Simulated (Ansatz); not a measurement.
Si₄₈C₄₇ (charge −3): geometry relaxation (part 1 of 3)

The run: geometry relaxation of Si₄₈C₄₇ (defect cell, 95 atoms in the cell, total charge −3). Method and program: DFT, PBEsol, PAW, plane waves (Ansatz 0.2.0).

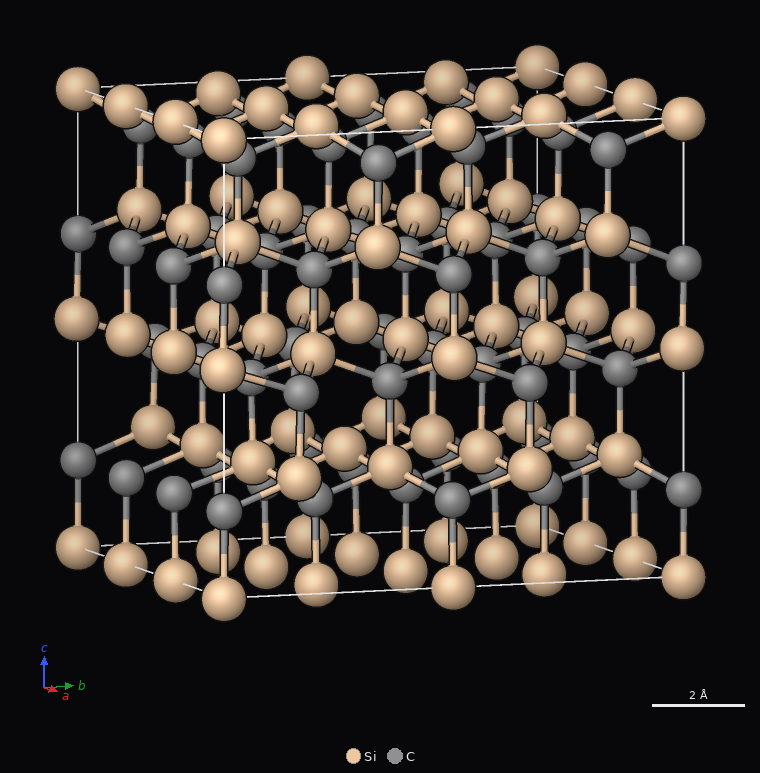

The starting structure (ball-and-stick view of the cell of the calculation, seen slightly off an axis).

### Results in brief

- outcome: converged
- electrons treated: 383
- free energy: −41412.8646 eV
- Fermi energy: 11.663 eV
- net moment of the cell: 1.00 μB
- largest force (length of the vector) at the end: 0.028 eV/Å
- hardware: 1 × NVIDIA GB300 Max-Q, 32 threads of Arm Neoverse-V2, 180 GiB of memory available, shared host
- wall time: 12 s (CPU time 36 s)
- peak memory: 2 GiB

### Notes

The k-point mesh is coarse for a cell of this size, so the results may not be converged.

### Input file
```yaml
crystal:
  lattice:
    - [9.234204, 0.000000, 0.000000]
    - [0.000000, 10.662740, 0.000000]
    - [0.000000, 0.000000, 10.075947]
  atoms:
    - { symbol: Si, position: [0.000523, 0.996842, 0.497080] }
    - { symbol: Si, position: [0.332745, 0.002162, 0.499051] }
    - { symbol: Si, position: [0.167270, 0.249876, 0.498430] }
    - { symbol: Si, position: [0.003281, 0.500244, 0.499995] }
    - { symbol: Si, position: [0.661811, 0.998332, 0.498097] }
    - { symbol: Si, position: [0.501990, 0.245700, 0.505570], spin: 0.25 }
    - { symbol: Si, position: [0.331335, 0.500541, 0.502863], spin: 0.25 }
    - { symbol: Si, position: [0.165801, 0.749981, 0.497436] }
    - { symbol: Si, position: [0.831746, 0.248030, 0.501335] }
    - { symbol: Si, position: [0.663681, 0.502183, 0.502896], spin: 0.25 }
    - { symbol: Si, position: [0.497939, 0.751860, 0.501382] }
    - { symbol: Si, position: [0.832280, 0.749068, 0.501601] }
    - { symbol: Si, position: [0.997584, 0.164105, 0.252830] }
    - { symbol: Si, position: [0.333608, 0.165562, 0.250709] }
    - { symbol: Si, position: [0.167619, 0.413938, 0.251189] }
    - { symbol: Si, position: [0.999200, 0.665861, 0.249621] }
    - { symbol: Si, position: [0.668858, 0.168863, 0.250976] }
    - { symbol: Si, position: [0.504025, 0.420038, 0.250374], spin: 0.25 }
    - { symbol: Si, position: [0.333865, 0.665291, 0.246233] }
    - { symbol: Si, position: [0.165014, 0.919320, 0.248141] }
    - { symbol: Si, position: [0.832818, 0.414696, 0.247376] }
    - { symbol: Si, position: [0.666522, 0.664927, 0.251111] }
    - { symbol: Si, position: [0.497860, 0.918127, 0.248616] }
    - { symbol: Si, position: [0.833404, 0.914350, 0.250207] }
    - { symbol: Si, position: [0.161489, 0.082381, 0.749043] }
    - { symbol: Si, position: [0.997986, 0.335034, 0.748666] }
    - { symbol: Si, position: [0.497083, 0.080917, 0.750455] }
    - { symbol: Si, position: [0.333799, 0.334356, 0.752390] }
    - { symbol: Si, position: [0.165400, 0.580722, 0.749747] }
    - { symbol: Si, position: [0.000218, 0.834712, 0.751798] }
    - { symbol: Si, position: [0.829705, 0.084377, 0.752809] }
    - { symbol: Si, position: [0.661834, 0.334631, 0.749541] }
    - { symbol: Si, position: [0.498654, 0.582870, 0.751958] }
    - { symbol: Si, position: [0.335652, 0.833491, 0.751116] }
    - { symbol: Si, position: [0.835461, 0.584696, 0.752866] }
    - { symbol: Si, position: [0.665545, 0.832953, 0.749935] }
    - { symbol: Si, position: [0.997052, 0.000859, 0.997511] }
    - { symbol: Si, position: [0.338685, 0.996590, 0.998767] }
    - { symbol: Si, position: [0.169693, 0.251165, 0.995737] }
    - { symbol: Si, position: [0.995362, 0.500384, 0.998370] }
    - { symbol: Si, position: [0.670544, 0.999394, 0.001585] }
    - { symbol: Si, position: [0.499403, 0.251294, 0.999714] }
    - { symbol: Si, position: [0.333162, 0.501393, 0.996774] }
    - { symbol: Si, position: [0.165974, 0.748221, 0.995884] }
    - { symbol: Si, position: [0.833287, 0.254111, 0.998294] }
    - { symbol: Si, position: [0.667579, 0.500982, 0.998031] }
    - { symbol: Si, position: [0.502105, 0.751713, 0.996561] }
    - { symbol: Si, position: [0.832950, 0.750170, 0.997220] }
    - { symbol: C, position: [0.000491, 0.000525, 0.188722] }
    - { symbol: C, position: [0.333880, 0.999513, 0.187592] }
    - { symbol: C, position: [0.165214, 0.251311, 0.187023] }
    - { symbol: C, position: [0.994369, 0.498941, 0.189594] }
    - { symbol: C, position: [0.665430, 0.997982, 0.190869] }
    - { symbol: C, position: [0.499693, 0.246504, 0.185853] }
    - { symbol: C, position: [0.329719, 0.498542, 0.187411] }
    - { symbol: C, position: [0.171679, 0.750486, 0.188460] }
    - { symbol: C, position: [0.835191, 0.250472, 0.186826] }
    - { symbol: C, position: [0.669790, 0.500977, 0.186878] }
    - { symbol: C, position: [0.498228, 0.747433, 0.187938] }
    - { symbol: C, position: [0.833637, 0.750734, 0.187728] }
    - { symbol: C, position: [0.999891, 0.001232, 0.682358] }
    - { symbol: C, position: [0.335433, 0.999710, 0.690471] }
    - { symbol: C, position: [0.162628, 0.250106, 0.689433] }
    - { symbol: C, position: [0.004221, 0.498712, 0.682829] }
    - { symbol: C, position: [0.665820, 0.996489, 0.686771] }
    - { symbol: C, position: [0.501726, 0.248257, 0.688932] }
    - { symbol: C, position: [0.330316, 0.498575, 0.688980] }
    - { symbol: C, position: [0.163933, 0.750725, 0.683728] }
    - { symbol: C, position: [0.833554, 0.249449, 0.685608] }
    - { symbol: C, position: [0.667427, 0.500395, 0.689239] }
    - { symbol: C, position: [0.499027, 0.748606, 0.688726] }
    - { symbol: C, position: [0.831269, 0.747143, 0.687843] }
    - { symbol: C, position: [0.999834, 0.167993, 0.439639] }
    - { symbol: C, position: [0.331898, 0.165646, 0.434783] }
    - { symbol: C, position: [0.168335, 0.419042, 0.439046] }
    - { symbol: C, position: [0.998459, 0.666125, 0.437419] }
    - { symbol: C, position: [0.667294, 0.164396, 0.435694] }
    - { symbol: C, position: [0.337843, 0.665433, 0.437837] }
    - { symbol: C, position: [0.162248, 0.920450, 0.436399] }
    - { symbol: C, position: [0.834760, 0.413433, 0.434949] }
    - { symbol: C, position: [0.666342, 0.669384, 0.441278] }
    - { symbol: C, position: [0.499553, 0.918823, 0.437654] }
    - { symbol: C, position: [0.834238, 0.914420, 0.438560] }
    - { symbol: C, position: [0.167486, 0.083393, 0.933808] }
    - { symbol: C, position: [0.001483, 0.335730, 0.933075] }
    - { symbol: C, position: [0.498803, 0.085125, 0.938980] }
    - { symbol: C, position: [0.330787, 0.333859, 0.935517] }
    - { symbol: C, position: [0.168296, 0.585448, 0.938839] }
    - { symbol: C, position: [0.999318, 0.836625, 0.937650] }
    - { symbol: C, position: [0.832223, 0.083556, 0.936802] }
    - { symbol: C, position: [0.666496, 0.334538, 0.937614] }
    - { symbol: C, position: [0.498986, 0.583101, 0.940376] }
    - { symbol: C, position: [0.334948, 0.832401, 0.932799] }
    - { symbol: C, position: [0.828784, 0.584480, 0.938824] }
    - { symbol: C, position: [0.665183, 0.834723, 0.939689] }
  symmetry: { detect: false }
kpoints:
  mp_grid: { grid: [1, 1, 1], shift: [0.25, 0.25, 0.25] }
hamiltonian:
  xc: pbesol
total_charge: -3
magnetization:
  spin_polarized: true
scf:
  occupations: { method: fermi_dirac, width: 0.01 }
relax:
  f_tol: 0.03
  max_steps: 80
  escape_saddle: false
  adjacent_minimum: "off"
output:
  forces: true
  eigenvalues: true
  populations: true
  charged_corrections: { epsilon: 9.7 }
```

Launched with:
```bash
ansatz run in.yaml --threads 32 --pin off --max-ram 171000MiB --runs-dir r --events-out ev --progress --plain --backend cuda --devices 0,
```

### Output
```
Pseudopotentials: kind: paw
Functional definition: PBEsol
  exchange = pbesol_x
  correlation = pbesol_c
Crystal: 95 atoms, lattice volume = 992.097 Å³
Basis set: ecut = 420 eV, 19405 PW (Γ), exchange–correlation on 128×144×144 points (8 copies of the dense FFT grid, shifted against one another)
Bands: 287, of which v1, the nominal top of the filled ones, is band 192 counted from 1 (191 counted from 0)
Symmetry: 1 space group operations
k-points: 1
Non-local potential: Si, projectors of the file, l = 0: 2, l = 1: 2, l = 2: 2
Non-local potential: C, projectors of the file, l = 0: 2, l = 1: 2, l = 2: 1
PAW form: soft (Blöchl's): semilocal exchange-correlation on the pseudo side does not see the compensation charge
PAW frozen core: Si, regenerated for the run's functional, and the local potential with it (the file was generated under x = pbe(κ = 0.804, μ = 0.2195149727645171), c = pbe(β = 0.06672455060314922))
PAW frozen core: C, regenerated for the run's functional, and the local potential with it (the file was generated under x = pbe(κ = 0.804, μ = 0.2195149727645171), c = pbe(β = 0.06672455060314922))
PAW one-centre angular grid: Si, 110 points (default); XC on 64 Gauss nodes
PAW one-centre angular grid: C, 110 points (default); XC on 64 Gauss nodes
Initial density: superposition of atomic densities (chi_scale 0.1, normalization cell)
Starting moments: Σ|m| = 1 μB on 4 of 95 sites
Initial wavefunctions: pseudopotential atomic-orbital guess
Functional: x = pbesol(κ = 0.804, μ = 0.12345679012345678), c = pbesol(β = 0.046)
SCF iter   1: F=—  HF=-41484.854878 eV  |F-HF|=—  |Δ(HF+E_count)|=         —  Δρ=7.08e-2 (↑7.08e-2 ↓7.07e-2)  dr2=2.44e2  dr2_m=2.98e-2  M=0.998 μB ∫|m|=1.069 μB  β_m=0.30  ethr=3.10e-3  ⟨swp⟩=6.0  Hψ=2616  notcnv=0  defer=57
preconditioner: auto → Resta (q_TF=auto, 2.328 Å⁻¹)  ε∞=4.3  [insulator: Δε(μ)=0.119 eV  Ē_g=12.674 eV  σ=0.010 eV  W_gap=0.99  n_scr=218 (ndim 8)  ℏωp=23.1 eV  f_vac=0.000  D(μ)=0.63/eV (n_scr^D=0)  ε∞_Penn≈4.3]
spin=Collinear: Resta preconditioning applied to the charge; magnetization (m = ρ↑ − ρ↓) channel mixes plain (no charge-response kernel on spin).
SCF iter   2: F=—  HF=-41432.665066 eV  |F-HF|=—  |Δ(HF+E_count)|=    5.22e1  Δρ=3.95e-2 (↑3.95e-2 ↓3.94e-2)  dr2=7.38e1  dr2_m=1.30e-2  M=1.001 μB ∫|m|=1.109 μB  β_m=0.30  ethr=3.10e-3  ⟨swp⟩=3.0  Hψ=1048  notcnv=0  defer=182
SCF iter   3: F=—  HF=-41411.289357 eV  |F-HF|=—  |Δ(HF+E_count)|=    2.14e1  Δρ=1.38e-2 (↑1.35e-2 ↓1.38e-2)  dr2=6.30e0  dr2_m=1.41e-2  M=1.159 μB ∫|m|=1.281 μB  β_m=0.30  ethr=3.10e-3  ⟨swp⟩=3.5  Hψ=792  notcnv=0  defer=182
SCF iter   4: F=—  HF=-41410.730187 eV  |F-HF|=—  |Δ(HF+E_count)|=   5.59e-1  Δρ=9.77e-3 (↑9.77e-3 ↓9.76e-3)  dr2=3.30e0  dr2_m=1.03e-2  M=1.000 μB ∫|m|=1.120 μB  β_m=0.30  ethr=1.65e-3  ⟨swp⟩=3.0  Hψ=674  notcnv=0  defer=179
SCF iter   5: F=—  HF=-41410.420805 eV  |F-HF|=—  |Δ(HF+E_count)|=   3.09e-1  Δρ=3.60e-3 (↑3.60e-3 ↓3.24e-3)  dr2=2.28e0  dr2_m=8.12e-3  M=1.000 μB ∫|m|=1.121 μB  β_m=0.30  ethr=8.61e-4  ⟨swp⟩=2.5  Hψ=412  notcnv=0  defer=179
SCF iter   6: F=—  HF=-41410.275932 eV  |F-HF|=—  |Δ(HF+E_count)|=   1.45e-1  Δρ=2.21e-3 (↑2.21e-3 ↓1.76e-3)  dr2=1.02e0  dr2_m=4.30e-3  M=1.000 μB ∫|m|=1.150 μB  β_m=0.30  ethr=5.96e-4  ⟨swp⟩=1.0  Hψ=662  notcnv=0  defer=179
SCF iter   7: F=—  HF=-41410.207389 eV  |F-HF|=—  |Δ(HF+E_count)|=   6.85e-2  Δρ=1.63e-3 (↑1.63e-3 ↓1.25e-3)  dr2=4.90e-1  dr2_m=2.30e-3  M=1.016 μB ∫|m|=1.177 μB  β_m=0.30  ethr=2.66e-4  ⟨swp⟩=2.0  Hψ=402  notcnv=0  defer=179
SCF iter   8: F=—  HF=-41410.198897 eV  |F-HF|=—  |Δ(HF+E_count)|=   8.49e-3  Δρ=2.57e-3 (↑7.20e-4 ↓2.57e-3)  dr2=5.04e-1  dr2_m=1.66e-2  M=1.714 μB ∫|m|=1.832 μB  β_m=0.30  ethr=1.28e-4  ⟨swp⟩=5.5  Hψ=633  notcnv=0  defer=179
SCF iter   9: F=—  HF=-41410.194996 eV  |F-HF|=—  |Δ(HF+E_count)|=   3.90e-3  Δρ=2.02e-3 (↑6.38e-4 ↓2.02e-3)  dr2=2.71e-1  dr2_m=1.12e-2  M=1.830 μB ∫|m|=1.899 μB  β_m=0.30  ethr=1.28e-4  ⟨swp⟩=1.5  Hψ=529  notcnv=0  defer=179
SCF iter  10: F=—  HF=-41410.284635 eV  |F-HF|=—  |Δ(HF+E_count)|=   8.96e-2  Δρ=2.42e-3 (↑1.40e-3 ↓2.42e-3)  dr2=9.21e-1  dr2_m=3.41e-3  M=1.002 μB ∫|m|=1.227 μB  β_m=0.30  ethr=7.09e-5  ⟨swp⟩=5.0  Hψ=634  notcnv=0  defer=179
SCF iter  11: F=—  HF=-41410.184841 eV  |F-HF|=—  |Δ(HF+E_count)|=   9.98e-2  Δρ=5.17e-4 (↑5.17e-4 ↓3.58e-4)  dr2=4.92e-3  dr2_m=1.55e-3  M=1.462 μB ∫|m|=1.530 μB  β_m=0.30  ethr=7.09e-5  ⟨swp⟩=4.0  Hψ=699  notcnv=0  defer=176
SCF iter  12: F=—  HF=-41410.188722 eV  |F-HF|=—  |Δ(HF+E_count)|=   3.88e-3  Δρ=8.68e-4 (↑4.50e-4 ↓8.68e-4)  dr2=2.16e-2  dr2_m=3.66e-3  M=1.698 μB ∫|m|=1.741 μB  β_m=0.30  ethr=1.28e-6  ⟨swp⟩=2.0  Hψ=621  notcnv=0  defer=176
SCF iter  13: F=—  HF=-41410.191090 eV  |F-HF|=—  |Δ(HF+E_count)|=   2.37e-3  Δρ=5.92e-4 (↑3.90e-4 ↓5.92e-4)  dr2=4.90e-3  dr2_m=2.11e-3  M=1.731 μB ∫|m|=1.769 μB  β_m=1.00  ethr=1.28e-6  ⟨swp⟩=3.0  Hψ=632  notcnv=0  defer=176
SCF iter  14: F=—  HF=-41410.199984 eV  |F-HF|=—  |Δ(HF+E_count)|=   8.89e-3  Δρ=8.66e-4 (↑4.45e-4 ↓8.66e-4)  dr2=5.21e-2  dr2_m=2.49e-3  M=2.186 μB ∫|m|=2.213 μB  β_m=1.00  ethr=1.28e-6  ⟨swp⟩=3.0  Hψ=785  notcnv=0  defer=176
SCF iter  15: F=—  HF=-41410.209448 eV  |F-HF|=—  |Δ(HF+E_count)|=   9.46e-3  Δρ=7.01e-4 (↑6.51e-4 ↓7.01e-4)  dr2=6.91e-2  dr2_m=1.72e-3  M=2.647 μB ∫|m|=2.677 μB  β_m=0.30  ethr=1.28e-6  ⟨swp⟩=3.0  Hψ=749  notcnv=0  defer=176
Mixer restart at iter 15: flushing history
spin-set hold released at iteration 15 (site moments' squared step at or under half its running peak, from the soft ceiling on): the magnetisation degrees of freedom join the quasi-Newton model from the next iteration; the mixer history was flushed
SCF iter  16: F=—  HF=-41410.204545 eV  |F-HF|=—  |Δ(HF+E_count)|=   4.90e-3  Δρ=4.74e-4 (↑4.74e-4 ↓3.53e-4)  dr2=4.44e-3  dr2_m=1.09e-3  M=2.641 μB ∫|m|=2.679 μB  β_m=0.36  ethr=1.28e-6  ⟨swp⟩=4.0  Hψ=715  notcnv=0  defer=176
SCF iter  17: F=—  HF=-41410.206355 eV  |F-HF|=—  |Δ(HF+E_count)|=   1.81e-3  Δρ=3.49e-4 (↑3.49e-4 ↓2.74e-4)  dr2=1.18e-3  dr2_m=7.22e-4  M=2.705 μB ∫|m|=2.749 μB  β_m=0.66  ethr=1.16e-6  ⟨swp⟩=2.0  Hψ=589  notcnv=0  defer=176
SCF iter  18: F=—  HF=-41410.209594 eV  |F-HF|=—  |Δ(HF+E_count)|=   3.24e-3  Δρ=1.43e-4 (↑1.23e-4 ↓1.43e-4)  dr2=1.81e-3  dr2_m=1.01e-4  M=2.842 μB ∫|m|=2.908 μB  β_m=0.64  ethr=3.09e-7  ⟨swp⟩=3.0  Hψ=811  notcnv=0  defer=176
SCF iter  19: F=—  HF=-41410.209598 eV  |F-HF|=—  |Δ(HF+E_count)|=   3.59e-6  Δρ=8.14e-5 (↑4.04e-5 ↓8.14e-5)  dr2=2.89e-4  dr2_m=2.78e-5  M=2.845 μB ∫|m|=2.923 μB  β_m=0.73  ethr=3.09e-7  ⟨swp⟩=2.0  Hψ=684  notcnv=0  defer=176
SCF iter  20: F=—  HF=-41410.209621 eV  |F-HF|=—  |Δ(HF+E_count)|=   2.30e-5  Δρ=2.92e-5 (↑1.99e-5 ↓2.92e-5)  dr2=1.10e-5  dr2_m=4.87e-6  M=2.835 μB ∫|m|=2.915 μB  β_m=0.87  ethr=5.87e-9  ⟨swp⟩=15.0  Hψ=3793  notcnv=0
relax step   1: F+E_penalty+E_count = -41410.20963462 eV  Δ(F+E_penalty+E_count) = +0.000e0 eV  max|allowed force component| = 1.628e0 eV/Å  Δτ_max = 0.0000 Å  (22 SCF iters, dr2 threshold 2.25e-5 eV, accepted)
Initial density: handed on by an earlier stage of this run
Starting moments: Σ|m| = 1 μB on 4 of 95 sites; this step starts from the density that it was given
Initial wavefunctions: those handed on with the density
preconditioner: auto → Resta (q_TF=auto, 2.328 Å⁻¹)  ε∞=4.8  [insulator: Δε(μ)=0.071 eV  Ē_g=11.764 eV  σ=0.010 eV  W_gap=0.94  n_scr=218 (ndim 8)  ℏωp=23.1 eV  f_vac=0.000  D(μ)=5.44/eV (n_scr^D=18)  ε∞_Penn≈4.8]
spin=Collinear: Resta preconditioning applied to the charge; magnetization (m = ρ↑ − ρ↓) channel mixes plain (no charge-response kernel on spin).
relax step   2: F+E_penalty+E_count = -41411.79057290 eV  Δ(F+E_penalty+E_count) = -1.581e0 eV  max|allowed force component| = 1.594e0 eV/Å  Δτ_max = 0.1486 Å  (10 SCF iters, dr2 threshold 1.00e-4 eV, accepted)
preconditioner: auto → Resta (q_TF=auto, 2.328 Å⁻¹)  ε∞=4.9  [insulator: Δε(μ)=0.369 eV  Ē_g=11.744 eV  σ=0.010 eV  W_gap=1.00  n_scr=218 (ndim 8)  ℏωp=23.1 eV  f_vac=0.000  D(μ)=0.00/eV (n_scr^D=0)  ε∞_Penn≈4.9]
spin=Collinear: Resta preconditioning applied to the charge; magnetization (m = ρ↑ − ρ↓) channel mixes plain (no charge-response kernel on spin).
relax step   3: F+E_penalty+E_count = -41412.71888952 eV  Δ(F+E_penalty+E_count) = -9.283e-1 eV  max|allowed force component| = 4.239e-1 eV/Å  Δτ_max = 0.1950 Å  (6 SCF iters, dr2 threshold 1.00e-4 eV, accepted)
preconditioner: auto → Resta (q_TF=auto, 2.328 Å⁻¹)  ε∞=4.9  [insulator: Δε(μ)=0.383 eV  Ē_g=11.757 eV  σ=0.010 eV  W_gap=1.00  n_scr=218 (ndim 8)  ℏωp=23.1 eV  f_vac=0.000  D(μ)=0.00/eV (n_scr^D=0)  ε∞_Penn≈4.9]
spin=Collinear: Resta preconditioning applied to the charge; magnetization (m = ρ↑ − ρ↓) channel mixes plain (no charge-response kernel on spin).
```
